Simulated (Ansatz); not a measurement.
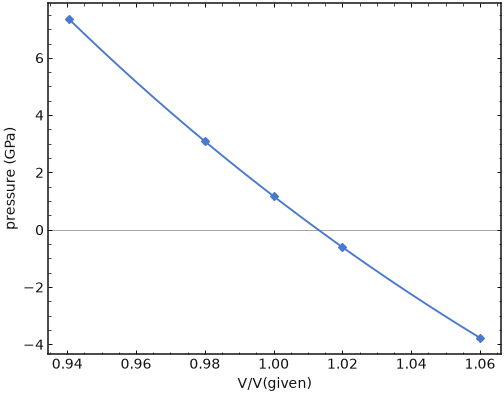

Plotted: pressure against V/V(given).

Computed with Ansatz 0.2.0: periodic Kohn-Sham DFT of a crystal at fixed atoms, scaled to the stated factor times the given cell; pressure positive in compression, energy less spherical unpolarised free atoms. Level: PBE.

> For which of these solids was it computed?
A. InP, F-43m (No. 216), 25.2 Å³/atom
B. Ca, Im-3m (No. 229), 42.0 Å³/atom
C. Zr, Fm-3m (No. 225), 22.9 Å³/atom

C, Zr: pressure from −3.8 GPa to 7.3 GPa. The others give: Ca, pressure from −0.860 GPa to 1.180 GPa; InP, pressure from 0.072 GPa to 7.629 GPa.

For InP, limits of the calculation: the volumes run don't bracket the minimum of the energy, so any equilibrium value is extrapolated.
